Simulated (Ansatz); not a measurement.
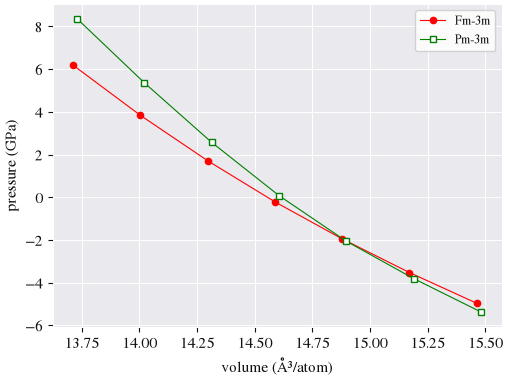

The picture above shows the pressure against volume, with one curve for each structure, for P.

Calculation (Ansatz 0.2.0 development build): equation of state of a cubic crystal from periodic Kohn-Sham density functional theory without spin, third-order Birch-Murnaghan fit to the free energies; pressure corrected for the finite basis. Level: PBE.

atoms in cell 1; occupation method Fermi–Dirac; occupation width 0.06123 eV; wave cutoff 420 eV; datasets soft-1 PAW; density tolerance 1e−07 eV; bands 7; density cutoff ratio 4; search for lower states default.

Settings that differ: Fm-3m: k mesh 48×48×48, lattice centring face-centred primitive, space group number 225, structure type fcc; Pm-3m: k mesh 22×22×22, lattice centring simple cubic, space group number 221, structure type simple cubic.

Question: Order the curves by fitted equilibrium volume, smallest first.

Answer: Fm-3m 14.55, Pm-3m 14.62 Å³/atom.

Question: Order the curves by fitted bulk modulus, smallest first.

Answer: Fm-3m 92, Pm-3m 112 GPa.

Keep in mind: cubic model structure, not the ambient form; modest k-mesh, values are not fully converged in k (Pm-3m).
